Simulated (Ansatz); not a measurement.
System: HfO₂ (space group P2_1/c).

How it was computed, with Ansatz 0.2.0: plane-wave DFT, no spin polarisation; energies at scaled volumes of the given cell, shape and fractions fixed, counted from the fit's minimum, third-order Birch-Murnaghan fit. All runs: no spin polarisation.

- k mesh: 5×5×5
- occupations: Fermi–Dirac
- smearing width: 0.05 eV
- potentials: Ansatz PAW
- wave cutoff: 420 eV

Settings that differ: PBEsol + D3(BJ): density cutoff 1680 eV; rPW86-PBE + rVV10: density cutoff 2100 eV.

Predict the energy against volume, with one curve for each functional. The cases: PBEsol + D3(BJ); rPW86-PBE + rVV10.

The fitted equilibrium volumes, smallest first, are PBEsol + D3(BJ) 11.317, rPW86-PBE + rVV10 11.956 Å³/atom. The fitted bulk moduli, smallest first, are rPW86-PBE + rVV10 233.2, PBEsol + D3(BJ) 256.0 GPa.

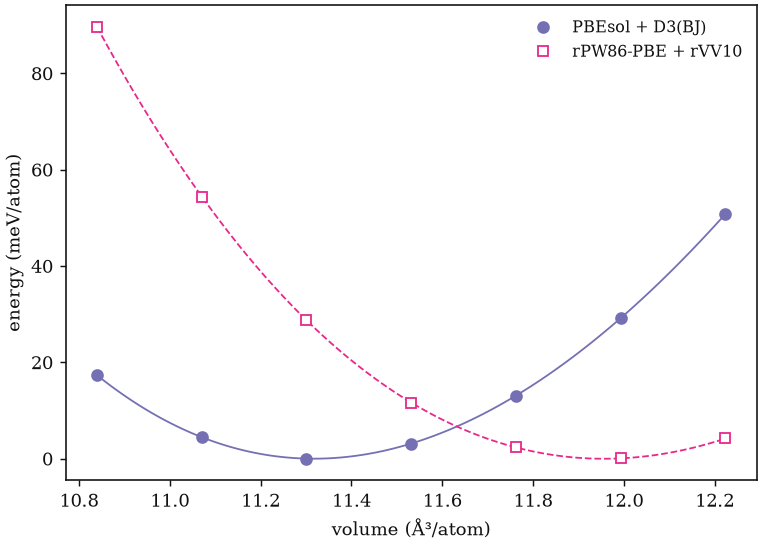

Note: the functional was run on potentials made for another functional (rPW86-PBE + rVV10); shape and atomic fractions are frozen while scaling, which makes layered, chain and framework solids too stiff.
